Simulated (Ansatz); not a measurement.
TiSi₂. A set of calculations on one system.

Space group Cmcm. The cell comes from a database of computed structures, not from a measurement.

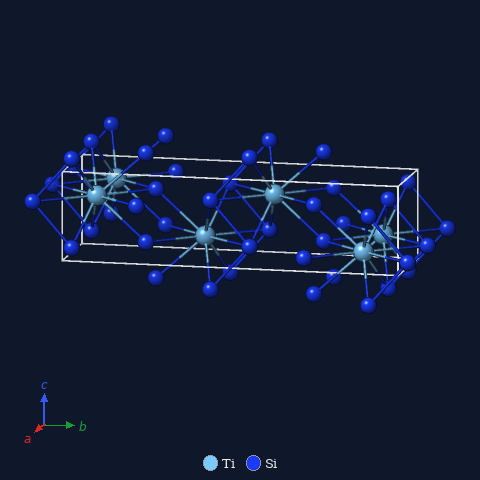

The conventional cell.

```xyz
12
Lattice="3.5302 0.0000 0.0000 0.0000 13.5186 0.0000 0.0000 0.0000 3.5652" Properties=species:S:1:pos:R:3 pbc="T T T"
Ti    0.0000    1.3940    2.6739
Ti    1.7651    8.1533    2.6739
Ti    1.7651    5.3652    0.8913
Ti    0.0000   12.1245    0.8913
Si    0.0000    5.9718    2.6739
Si    1.7651   12.7311    2.6739
Si    1.7651    0.7875    0.8913
Si    0.0000    7.5467    0.8913
Si    1.7651    3.3838    2.6739
Si    0.0000   10.1431    2.6739
Si    0.0000    3.3755    0.8913
Si    1.7651   10.1347    0.8913
```

Computed with DFT PBE, scalar-relativistic, plane waves, PAW in Ansatz.

Core electrons are frozen (PAW), so the maps are meaningful between the atoms, not at the nuclei.

### 1. Bonding charge

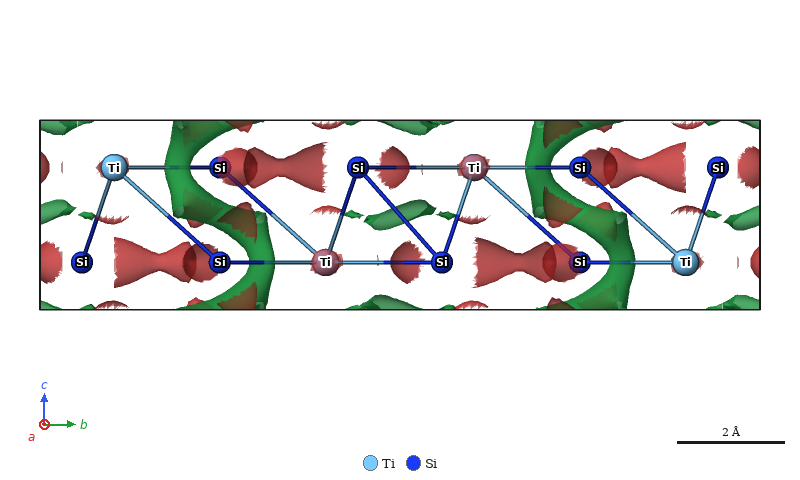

Deformation density (self-consistent density less superposed neutral spherical atoms): green surfaces at +0.04 and red ones at −0.04 e/Å³, in the conventional cell seen along the a axis (the regions close to the nuclei are left out). Cores are masked to 1.0 Å (Ti) and 0.8 Å (Si).

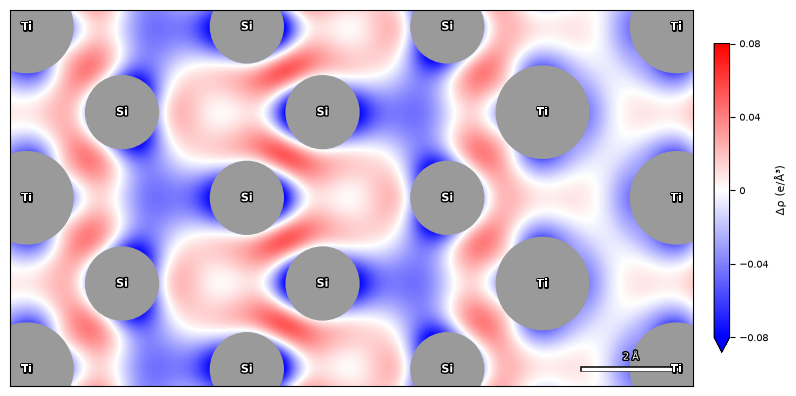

Also shown: a map on the (100) plane of the conventional cell, with grey discs over the atomic cores.

Question: Where does charge go when the atoms form this crystal?

Answer: Si–Si (2.38 Å): Δρ is +0.05 e/Å³ at the midpoint.
- Si–Ti (2.58 Å): Δρ is +0.04 e/Å³ at the midpoint.
- Ti–Ti (3.31 Å): Δρ is −0.007 e/Å³ at the midpoint.
- Over the whole cell, outside the masked cores, the largest gain, 0.06 e/Å³, lies 1.3 Å from a silicon nucleus, and the largest loss lies at the edge of the masked core of Si.
- The rearranged charge, half the integral of |Δρ|, is about 0.16 e an atom.
- Bader charges: Ti +1.15 and Si −0.71 to −0.44 e. Among metals such charges hang on how the charge between the atoms is shared out.

### 2. Moving an atom

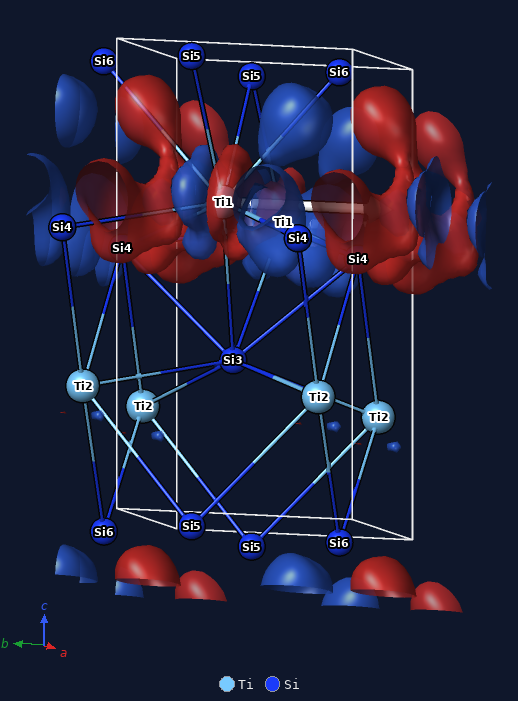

Ti1 was moved by 0.15 Å along [0 −1 0] in the axes of the cell drawn (arrow, not to scale). Change of the density less the rigid motion of the neutral atom's own density: blue surfaces at +0.01 and red ones at −0.01 e/Å³, in the cell of the calculation (origin moved) seen at an oblique angle.

Question: Describe the electronic response.

Answer: About 0.16 e is rearranged in the cell. Outside the cores the largest gain, 0.02 e/Å³, lies 0.9 Å from a silicon nucleus, and the largest loss lies at the edge of the masked core of Ti.

Question: What restoring force does the calculation give for this move?

Answer: The force on it changes by 1.82 eV/Å along the move, against it: a stiffness of about 12 eV/Å² for this sublattice shift.

### 3. Change of volume

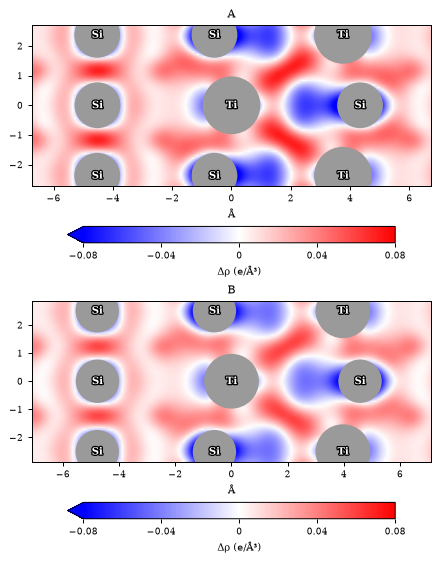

TiSi₂: deformation density on the (101) plane of the conventional cell at two volumes, with the same fractional coordinates and one colour scale. Grey discs cover the cores.

Question: How do the two volumes compare, and how does the bonding charge respond?

Answer: B is the larger cell: A has 85 % of the volume of B.
- From B to A, Si–Ti goes from 2.58 to 2.44 Å, and Δρ at its midpoint from +0.039 to +0.042 e/Å³.
- The pressure is 2 GPa in B and 35 GPa in A.
- The rearranged charge is 0.16 e an atom in B and 0.16 e in A.
- The scaled cell isn't relaxed: forces reach 1.0 eV/Å.

### 4. Putting it together

The two pressures give a mean stiffness −ΔP/Δln V of about 205 GPa over this range, with the atoms held at their fractional positions.

Run times: 2.3 min (base cell), 3.6 min (moved atom) and 2.7 min (scaled cell), on 2 threads of AMD EPYC 7571, on a shared host.
